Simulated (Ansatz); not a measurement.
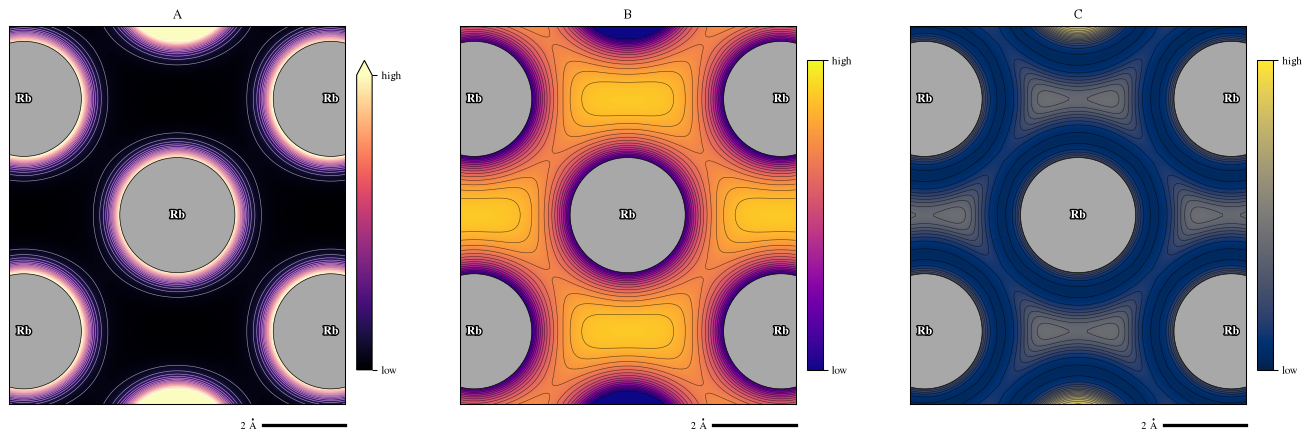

Rb: 3 fields on the (011̄) plane of the conventional cell, with unlabelled colour scales. Grey discs cover the atomic cores.

Space group R-3m; computed without spin polarisation.

Theory: DFT PBEsol, scalar-relativistic, plane waves, PAW in Ansatz 0.2.0.

```xyz
3
Lattice="5.2811 0.0000 -5.2811 -5.2811 5.2811 0.0000 3.1687 3.1687 3.1687" Properties=species:S:1:pos:R:3 pbc="T T T"
Rb    0.0000    0.0000    0.0000
Rb    2.8166    2.8166   -2.4645
Rb    0.3520    5.6332    0.3521
```

The panels show electron localisation function, electrostatic potential energy of an electron and valence pseudo-density in some order. Assign them.

Panel A: valence pseudo-density. Panel B: electrostatic potential energy of an electron (low next to the atoms, rising into the space between them). Panel C: electron localisation function. From the grid: Rb–Rb (4.68 Å): the density is about 0.02 e/Å³ at the midpoint; the ELF is about 0.10 at the midpoint; no shared electron pair shows on this line.
